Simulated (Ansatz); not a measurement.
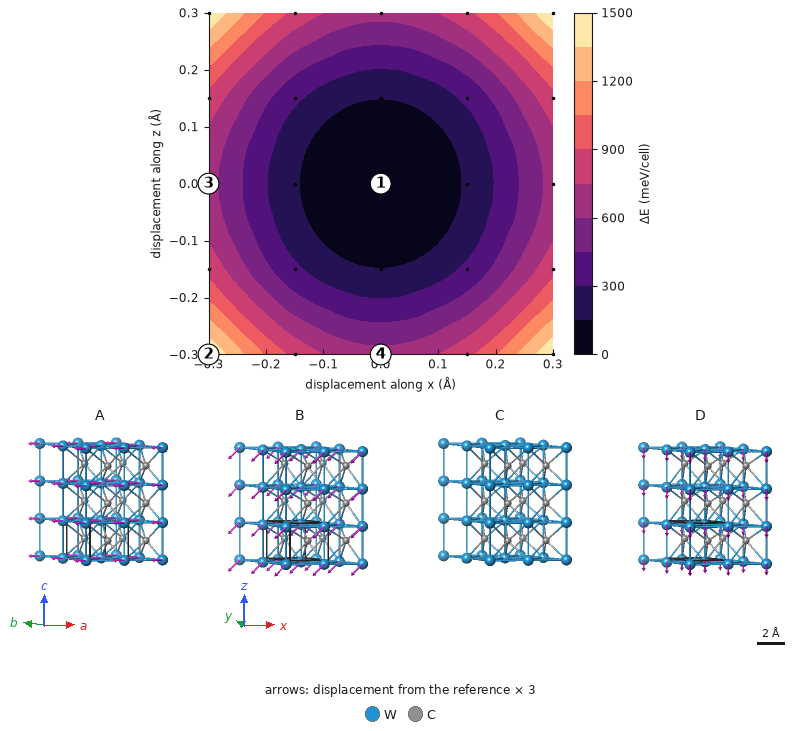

Energy scan for solid WC (P-6m2), in which the W atom (one in each cell of 2 atoms) is moved over the plane of the Cartesian directions x and z, all else fixed. The map is interpolated between the computed points (dots). The frames are shuffled; each belongs to one numbered point. A ball-and-stick model of the cell of the calculation, repeated 2 × 2 × 3 with one cell outlined, seen nearly along the normal of the scanned plane. Purple arrows: displacements from the reference.

These are results of Ansatz, DFT PBE, scalar-relativistic, plane waves, PAW, not measurements. Settings: plane-wave cutoff 420 eV; k-point mesh 24 × 24 × 22; occupations gaussian; smearing width 0.15 eV; no spin polarisation. Energies (free energies at the smearing named) are counted from the relaxed crystal.

### Which frame belongs to which numbered point?

Point 1 is frame C, at (0.00, 0.00) and 0 meV/cell; 2 is frame B, at (−0.30, −0.30) and 1481 meV/cell; 3 is frame A, at (−0.30, 0.00) and 654 meV/cell; 4 is frame D, at (0.00, −0.30) and 650 meV/cell. In pairs of (displacement along x (Å); displacement along z (Å)): the lowest computed point lies at (0.00, 0.00) (0 meV/cell), the highest at (−0.30, −0.30), (−0.30, 0.30), (0.30, 0.30), (0.30, −0.30) (1481 meV/cell).  Over the ranges scanned the energy rises by about as much along both axes.
